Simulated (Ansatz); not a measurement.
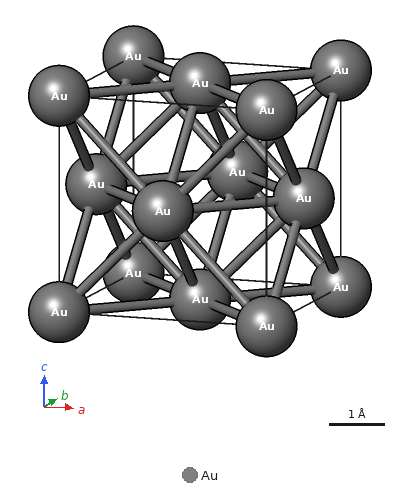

Fig. 1: The starting structure (ball-and-stick view of the cell 4 times as large as that of the calculation, set on its symmetry axes, seen slightly off an axis). Near neighbours in the crystal (not all of them lie inside the picture): Au has 12 Au at 2.88 Å.

## Geometry relaxation of Au (part 1 of 2)

System: Au (Fm-3m, 1 atom in the cell).
Method: DFT r2SCAN, scalar-relativistic, plane waves, PAW, no spin polarisation (Ansatz 0.2.0).

The structure derives from an entry of the Crystallography Open Database.

## Output
```
Engine: ansatz 0.2.0, aarch64-unknown-linux-gnu
Pseudopotentials: kind: paw
Pseudopotential: Au, paw, valence charge 19, recommended cutoff 500 eV (meta_gga), Au.paw.azcp
Functional definition: r2SCAN
  parameter k0 = 0.174
  parameter k1 = 0.065
  parameter a1 = 4.9479
  exchange = r2scan_x(k0 = k0, k1 = k1, a1 = a1)
  correlation = r2scan_c
Crystal: 1 atoms, lattice volume = 16.855 Å³
Basis set: ecut = 500 eV, 411 PW (Γ), exchange–correlation on 96×96×96 points (64 copies of the dense FFT grid, shifted against one another)
Bands: 14, of which v1, the nominal top of the filled ones, is band 10 counted from 1 (9 counted from 0)
Symmetry: 48 space group operations
Space group: Fm-3m (ITA 225), of the structure as read, at distance tolerance 2.6e-5 Å
k-points: 195 of 5832
Non-local potential: Au, projectors of the file, l = 0: 3, l = 1: 2, l = 2: 2, l = 3: 1
PAW form: soft (Blöchl's): semilocal exchange-correlation on the pseudo side does not see the compensation charge
PAW frozen core: Au, regenerated for the run's functional (the file was generated under x = pbe(κ = 0.804, μ = 0.2195149727645171), c = pbe(β = 0.06672455060314922))
PAW one-centre angular grid: Au, 590 points (default); XC on 160 Gauss nodes
Initial density: superposition of atomic densities (neutral atoms: chi_scale 0, normalization atom), corrected by the library's trained network
Initial wavefunctions: pseudopotential atomic-orbital guess
Functional: x = r2scan, c = r2scan; τ floored in thin density (d = 2e-4 eV/Å³)
SCF iter   1: F=—  HF=-13163.502923 eV  |F-HF|=—  |Δ(HF+E_count)|=         —  Δρ=1.48e-2  dr2=3.73e-2  dr2_τ=3.38e-3  ethr=1.77e-3  ⟨swp⟩=4.8  Hψ=14088  notcnv=0
preconditioner: auto → none  [metal: Δε(μ)=0.039 eV  Ē_g=17.033 eV  σ=0.100 eV  W_gap=0.22  n_scr=8 (ndim 8)  ℏωp=30.0 eV  f_vac=0.000  D(μ)=0.23/eV (n_scr^D=0)  sad-step TF]
SCF iter   2: F=—  HF=-13163.495072 eV  |F-HF|=—  |Δ(HF+E_count)|=   7.85e-3  Δρ=6.20e-3  dr2=6.05e-3  dr2_τ=1.01e-3  ethr=1.96e-4  ⟨swp⟩=1.1  Hψ=4321  notcnv=0  defer=26
SCF iter   3: F=—  HF=-13163.495370 eV  |F-HF|=—  |Δ(HF+E_count)|=   2.97e-4  Δρ=1.42e-3  dr2=2.43e-4  dr2_τ=1.78e-5  ethr=3.19e-5  ⟨swp⟩=2.1  Hψ=3515  notcnv=0  defer=26
SCF iter   4: F=—  HF=-13163.495502 eV  |F-HF|=—  |Δ(HF+E_count)|=   1.33e-4  Δρ=4.14e-4  dr2=2.70e-5  dr2_τ=1.77e-6  ethr=1.28e-6  ⟨swp⟩=2.0  Hψ=4513  notcnv=0  defer=26
SCF iter   5: F=—  HF=-13163.495501 eV  |F-HF|=—  |Δ(HF+E_count)|=   1.73e-6  Δρ=3.81e-5  dr2=1.92e-7  dr2_τ=5.71e-9  ethr=1.42e-7  ⟨swp⟩=2.2  Hψ=3723  notcnv=0  defer=26
SCF iter   6: F=-13163.495501 eV  HF=-13163.495501 eV  |F-HF|=3.23e-9  |Δ(HF+E_count)|=   4.69e-8  Δρ=7.48e-6  dr2=7.35e-9  dr2_τ=2.48e-10  ethr=5.26e-10  ⟨swp⟩=9.2  Hψ=17178  notcnv=0
SCF 1 converged in 6 iterations: F = -13163.495501 eV  dr2 = 7.35e-9
  greatest PAW one-centre occupation: 1.003 electrons in one spin orbital (limit 2), on the Au atom at site 0 (counted from 0), in its partial waves of l = 0
relax step   1: F+E_penalty+E_count = -13163.49550081 eV  Δ(F+E_penalty+E_count) = +0.000e0 eV  max|allowed force component| = 0.000e0 eV/Å  Δτ_max = 0.0000 Å  P = +6.954 GPa  Ω = 16.855 Å³  (6 SCF iters, dr2 threshold 1.00e-7 eV, accepted)
Crystal: 1 atoms, lattice volume = 18.773 Å³
Basis set: ecut = 500 eV, 531 PW (Γ), exchange–correlation on 96×96×96 points (64 copies of the dense FFT grid, shifted against one another)
Initial density: handed on by an earlier stage of this run
Initial wavefunctions: those handed on with the density
iter 1 solved again at ethr=2.11e-4 eV; its pass at ethr=3.10e-3 eV (dr2=4.02e-2 eV) is discarded
SCF iter   1: F=—  HF=-13163.116684 eV  |F-HF|=—  |Δ(HF+E_count)|=         —  Δρ=1.40e-2  dr2=4.12e-2  dr2_τ=3.61e-1  ethr=2.11e-4  ⟨swp⟩=1.0  Hψ=19389  notcnv=0
preconditioner: auto → none  [metal: Δε(μ)=0.035 eV  Ē_g=15.754 eV  σ=0.100 eV  W_gap=0.19  n_scr=8 (ndim 8)  ℏωp=28.4 eV  f_vac=0.000  D(μ)=0.29/eV (n_scr^D=0)]
SCF iter   2: F=—  HF=-13163.481002 eV  |F-HF|=—  |Δ(HF+E_count)|=   3.64e-1  Δρ=1.24e-2  dr2=2.63e-2  dr2_τ=5.23e-3  ethr=2.11e-4  ⟨swp⟩=2.0  Hψ=5112  notcnv=0
SCF iter   3: F=—  HF=-13163.473007 eV  |F-HF|=—  |Δ(HF+E_count)|=   8.00e-3  Δρ=4.26e-3  dr2=2.46e-3  dr2_τ=2.70e-4  ethr=1.39e-4  ⟨swp⟩=1.0  Hψ=4290  notcnv=0
SCF iter   4: F=—  HF=-13163.472974 eV  |F-HF|=—  |Δ(HF+E_count)|=   3.30e-5  Δρ=2.89e-3  dr2=1.64e-3  dr2_τ=1.27e-4  ethr=1.29e-5  ⟨swp⟩=2.0  Hψ=4516  notcnv=0  defer=1
SCF iter   5: F=—  HF=-13163.472609 eV  |F-HF|=—  |Δ(HF+E_count)|=   3.65e-4  Δρ=1.55e-3  dr2=4.71e-4  dr2_τ=1.39e-5  ethr=8.66e-6  ⟨swp⟩=1.0  Hψ=2652  notcnv=0
SCF iter   6: F=—  HF=-13163.472502 eV  |F-HF|=—  |Δ(HF+E_count)|=   1.06e-4  Δρ=6.78e-4  dr2=8.98e-5  dr2_τ=3.38e-6  ethr=2.48e-6  ⟨swp⟩=2.0  Hψ=3661  notcnv=0
SCF iter   7: F=—  HF=-13163.472469 eV  |F-HF|=—  |Δ(HF+E_count)|=   3.38e-5  Δρ=2.87e-4  dr2=1.56e-5  dr2_τ=8.25e-7  ethr=4.72e-7  ⟨swp⟩=2.0  Hψ=3695  notcnv=0
SCF iter   8: F=—  HF=-13163.472465 eV  |F-HF|=—  |Δ(HF+E_count)|=   4.12e-6  Δρ=9.24e-5  dr2=1.60e-6  dr2_τ=9.73e-8  ethr=8.22e-8  ⟨swp⟩=2.3  Hψ=3742  notcnv=0
SCF iter   9: F=-13163.472464 eV  HF=-13163.472464 eV  |F-HF|=1.03e-8  |Δ(HF+E_count)|=   4.63e-7  Δρ=8.73e-6  dr2=1.36e-8  dr2_τ=7.38e-10  ethr=5.26e-10  ⟨swp⟩=7.4  Hψ=16491  notcnv=0
SCF 2 converged in 9 iterations: F = -13163.472464 eV  dr2 = 1.36e-8
relax step   2: F+E_penalty+E_count = -13163.47246409 eV  Δ(F+E_penalty+E_count) = +2.304e-2 eV  max|allowed force component| = 0.000e0 eV/Å  Δτ_max = 0.0000 Å  P = -8.624 GPa  Ω = 18.773 Å³  energy of the carried Pulay correction = -9.233e-4 eV  (9 SCF iters, dr2 threshold 1.00e-7 eV, rejected (line search))
Crystal: 1 atoms, lattice volume = 17.660 Å³
Basis set: ecut = 500 eV, 459 PW (Γ), exchange–correlation on 96×96×96 points (64 copies of the dense FFT grid, shifted against one another)
iter 1 solved again at ethr=4.96e-5 eV; its pass at ethr=3.10e-3 eV (dr2=9.43e-3 eV) is discarded
SCF iter   1: F=—  HF=-13163.383355 eV  |F-HF|=—  |Δ(HF+E_count)|=         —  Δρ=6.86e-3  dr2=9.31e-3  dr2_τ=1.08e-1  ethr=4.96e-5  ⟨swp⟩=1.0  Hψ=19978  notcnv=0
preconditioner: auto → none  [metal: Δε(μ)=0.047 eV  Ē_g=16.481 eV  σ=0.100 eV  W_gap=0.26  n_scr=8 (ndim 8)  ℏωp=29.3 eV  f_vac=0.000  D(μ)=0.24/eV (n_scr^D=0)]
SCF iter   2: F=—  HF=-13163.510093 eV  |F-HF|=—  |Δ(HF+E_count)|=   1.27e-1  Δρ=4.89e-3  dr2=3.79e-3  dr2_τ=8.19e-4  ethr=4.90e-5  ⟨swp⟩=2.0  Hψ=4779  notcnv=0
SCF iter   3: F=—  HF=-13163.508866 eV  |F-HF|=—  |Δ(HF+E_count)|=   1.23e-3  Δρ=1.47e-3  dr2=2.64e-4  dr2_τ=2.92e-5  ethr=2.00e-5  ⟨swp⟩=2.0  Hψ=4060  notcnv=0
SCF iter   4: F=—  HF=-13163.508827 eV  |F-HF|=—  |Δ(HF+E_count)|=   3.86e-5  Δρ=5.65e-4  dr2=6.24e-5  dr2_τ=3.94e-6  ethr=1.39e-6  ⟨swp⟩=2.0  Hψ=4594  notcnv=0
SCF iter   5: F=—  HF=-13163.508814 eV  |F-HF|=—  |Δ(HF+E_count)|=   1.33e-5  Δρ=2.41e-4  dr2=1.14e-5  dr2_τ=3.06e-7  ethr=3.28e-7  ⟨swp⟩=2.0  Hψ=3695  notcnv=0
SCF iter   6: F=—  HF=-13163.508816 eV  |F-HF|=—  |Δ(HF+E_count)|=   2.00e-6  Δρ=1.04e-4  dr2=2.10e-6  dr2_τ=7.72e-8  ethr=6.01e-8  ⟨swp⟩=2.0  Hψ=3697  notcnv=0
SCF iter   7: F=—  HF=-13163.508808 eV  |F-HF|=—  |Δ(HF+E_count)|=   7.39e-6  Δρ=3.42e-5  dr2=2.25e-7  dr2_τ=9.66e-9  ethr=1.10e-8  ⟨swp⟩=2.3  Hψ=3857  notcnv=0
SCF iter   8: F=—  HF=-13163.508808 eV  |F-HF|=—  |Δ(HF+E_count)|=   5.30e-8  Δρ=6.14e-6  dr2=7.22e-9  dr2_τ=3.28e-10  ethr=1.19e-9  ⟨swp⟩=2.3  Hψ=3629  notcnv=0
SCF iter   9: F=—  HF=-13163.508808 eV  |F-HF|=—  |Δ(HF+E_count)|=   1.60e-9  Δρ=5.39e-7  dr2=5.24e-11  dr2_τ=1.52e-12  ethr=3.80e-11  ⟨swp⟩=2.1  Hψ=3823  notcnv=0
SCF iter  10: F=-13163.508808 eV  HF=-13163.508808 eV  |F-HF|=3.64e-12  |Δ(HF+E_count)|=  3.64e-12  Δρ=4.04e-8  dr2=1.47e-13  dr2_τ=6.49e-14  ethr=1.00e-12  ⟨swp⟩=5.0  Hψ=10196  notcnv=0
SCF 3 converged in 10 iterations: F = -13163.508808 eV  dr2 = 1.47e-13
relax step   3: F+E_penalty+E_count = -13163.50880831 eV  Δ(F+E_penalty+E_count) = -1.331e-2 eV  max|allowed force component| = 0.000e0 eV/Å  Δτ_max = 0.0000 Å  P = -1.083 GPa  Ω = 17.660 Å³  energy of the carried Pulay correction = -4.002e-4 eV  (10 SCF iters, accepted)
Crystal: 1 atoms, lattice volume = 17.535 Å³
iter 1 solved again at ethr=6.39e-7 eV; its pass at ethr=3.10e-3 eV (dr2=1.21e-4 eV) is discarded
SCF iter   1: F=—  HF=-13163.507480 eV  |F-HF|=—  |Δ(HF+E_count)|=         —  Δρ=8.79e-4  dr2=1.49e-4  dr2_τ=1.50e-3  ethr=6.39e-7  ⟨swp⟩=2.2  Hψ=17584  notcnv=0
preconditioner: auto → none  [metal: Δε(μ)=0.058 eV  Ē_g=16.511 eV  σ=0.100 eV  W_gap=0.32  n_scr=8 (ndim 8)  ℏωp=29.4 eV  f_vac=0.000  D(μ)=0.23/eV (n_scr^D=0)]
SCF iter   2: F=—  HF=-13163.509321 eV  |F-HF|=—  |Δ(HF+E_count)|=   1.84e-3  Δρ=7.06e-4  dr2=7.98e-5  dr2_τ=1.59e-5  ethr=6.39e-7  ⟨swp⟩=2.2  Hψ=4163  notcnv=0
SCF iter   3: F=—  HF=-13163.509295 eV  |F-HF|=—  |Δ(HF+E_count)|=   2.64e-5  Δρ=2.33e-4  dr2=7.27e-6  dr2_τ=7.40e-7  ethr=4.20e-7  ⟨swp⟩=2.4  Hψ=3875  notcnv=0
SCF iter   4: F=—  HF=-13163.509293 eV  |F-HF|=—  |Δ(HF+E_count)|=   1.58e-6  Δρ=8.71e-5  dr2=1.45e-6  dr2_τ=9.38e-8  ethr=3.83e-8  ⟨swp⟩=2.0  Hψ=4594  notcnv=0
SCF iter   5: F=—  HF=-13163.509293 eV  |F-HF|=—  |Δ(HF+E_count)|=   2.93e-7  Δρ=4.14e-5  dr2=3.26e-7  dr2_τ=1.05e-8  ethr=7.65e-9  ⟨swp⟩=1.6  Hψ=3320  notcnv=0
SCF iter   6: F=-13163.509293 eV  HF=-13163.509293 eV  |F-HF|=4.58e-8  |Δ(HF+E_count)|=   5.97e-8  Δρ=1.89e-5  dr2=6.74e-8  dr2_τ=2.73e-9  ethr=5.26e-10  ⟨swp⟩=7.1  Hψ=13494  notcnv=0
SCF 4 converged in 6 iterations: F = -13163.509293 eV  dr2 = 6.74e-8
relax step   4: F+E_penalty+E_count = -13163.50929305 eV  Δ(F+E_penalty+E_count) = -4.847e-4 eV  max|allowed force component| = 0.000e0 eV/Å  Δτ_max = 0.0000 Å  P = +0.007 GPa  Ω = 17.535 Å³  energy of the carried Pulay correction = -3.392e-4 eV  (6 SCF iters, dr2 threshold 1.00e-7 eV, accepted)
Initial wavefunctions: pseudopotential atomic-orbital guess (no wavefunctions were taken with the density)
iter 1 solved again at ethr=2.15e-8 eV; its pass at ethr=3.10e-3 eV (dr2=4.09e-6 eV) is discarded
SCF iter   1: F=—  HF=-13163.508248 eV  |F-HF|=—  |Δ(HF+E_count)|=         —  Δρ=1.08e-3  dr2=3.97e-6  dr2_τ=2.38e-6  ethr=2.15e-8  ⟨swp⟩=3.0  Hψ=21783  notcnv=0
preconditioner: auto → none  [metal: Δε(μ)=0.061 eV  Ē_g=16.508 eV  σ=0.100 eV  W_gap=0.33  n_scr=8 (ndim 8)  ℏωp=29.4 eV  f_vac=0.000  D(μ)=0.23/eV (n_scr^D=0)]
SCF iter   2: F=—  HF=-13163.509256 eV  |F-HF|=—  |Δ(HF+E_count)|=   1.01e-3  Δρ=5.39e-4  dr2=9.61e-7  dr2_τ=1.88e-5  ethr=2.09e-8  ⟨swp⟩=2.0  Hψ=3696  notcnv=0
SCF iter   3: F=—  HF=-13163.509680 eV  |F-HF|=—  |Δ(HF+E_count)|=   4.24e-4  Δρ=3.60e-5  dr2=4.88e-8  dr2_τ=5.81e-8  ethr=5.06e-9  ⟨swp⟩=2.0  Hψ=3816  notcnv=0
SCF iter   4: F=—  HF=-13163.509682 eV  |F-HF|=—  |Δ(HF+E_count)|=   1.26e-6  Δρ=1.34e-5  dr2=1.66e-8  dr2_τ=6.07e-9  ethr=2.57e-10  ⟨swp⟩=2.1  Hψ=3910  notcnv=0
SCF iter   5: F=—  HF=-13163.509682 eV  |F-HF|=—  |Δ(HF+E_count)|=   1.38e-7  Δρ=5.44e-6  dr2=1.94e-9  dr2_τ=8.62e-10  ethr=8.72e-11  ⟨swp⟩=2.0  Hψ=3816  notcnv=0
SCF iter   6: F=—  HF=-13163.509682 eV  |F-HF|=—  |Δ(HF+E_count)|=   2.87e-8  Δρ=1.48e-6  dr2=1.29e-10  dr2_τ=5.11e-11  ethr=1.02e-11  ⟨swp⟩=2.0  Hψ=3816  notcnv=0
SCF iter   7: F=-13163.509682 eV  HF=-13163.509682 eV  |F-HF|=3.27e-11  |Δ(HF+E_count)|=   1.93e-9  Δρ=1.85e-7  dr2=1.84e-12  dr2_τ=7.62e-13  ethr=1.00e-12  ⟨swp⟩=4.0  Hψ=11933  notcnv=0
SCF 5 converged in 7 iterations: F = -13163.509682 eV  dr2 = 1.84e-12
relax step   5: F+E_penalty+E_count = -13163.50968169 eV  Δ(F+E_penalty+E_count) = -3.886e-4 eV  max|allowed force component| = 0.000e0 eV/Å  Δτ_max = 0.0000 Å  P = +0.029 GPa  Ω = 17.535 Å³  stress off target by 2.85e-2 GPa  SCF on the basis re-selected at this cell (its energy is not comparable with the rows above)  (7 SCF iters)
```
